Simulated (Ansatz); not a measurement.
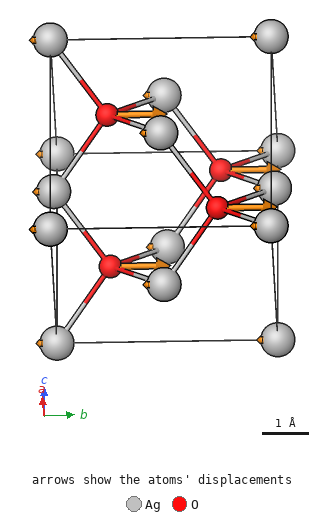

The lowest optical mode of a crystal of AgO, space group F-43m (No. 216), at the zone centre. The orange arrows are the displacements of the atoms (eigenvector over the root of the mass), of arbitrary overall length and sign. A ball-and-stick model of the conventional cell (4 times the calculation's cell), seen from a free direction. Lengths and directions refer to the drawn axes.

The calculation used DFT LDA, scalar-relativistic, plane waves, PAW (Ansatz).

Input
```yaml
crystal:
  lattice:
    - [0.0, 2.4440476099, 2.4440476099]
    - [2.4440476099, 0.0, 2.4440476099]
    - [2.4440476099, 2.4440476099, 0.0]
  atoms:
    - { symbol: Ag, position: [0.0, 0.0, 0.0] }
    - { symbol: O, position: [0.75, 0.75, 0.75] }
basis:
  ecutwfc: 420
kpoints:
  mp_grid: { grid: [16, 16, 16] }
hamiltonian:
  xc: lda
scf:
  occupations: { method: fermi_dirac, width: 0.15 }
output:
  eigenvalues: true
phonons:
  method: dfpt
  eigenvectors: true
```

Command:
```bash
ansatz run input.yaml --threads 1 --pin off --max-ram 3072MiB --backend cpu --events-out ev --progress --plain --runs-dir out
```

The frequencies depend somewhat on the k-mesh and the smearing.

Question: Is the structure stable against all modes at this point?

Answer: Yes: this softest mode has a real frequency, and so have all others here. That speaks for this wave vector alone: the rest of the zone wasn't checked in this run. This is the T₂ mode (triply degenerate; one member of the set is drawn) at 255 cm⁻¹, the only optical level, infrared- and Raman-active by symmetry. The O sublattice moves against the Ag sublattice, along b; the kinetic energy is shared as O 87 %, Ag 13 %. The crystal is a metal, so free carriers screen the infrared response.
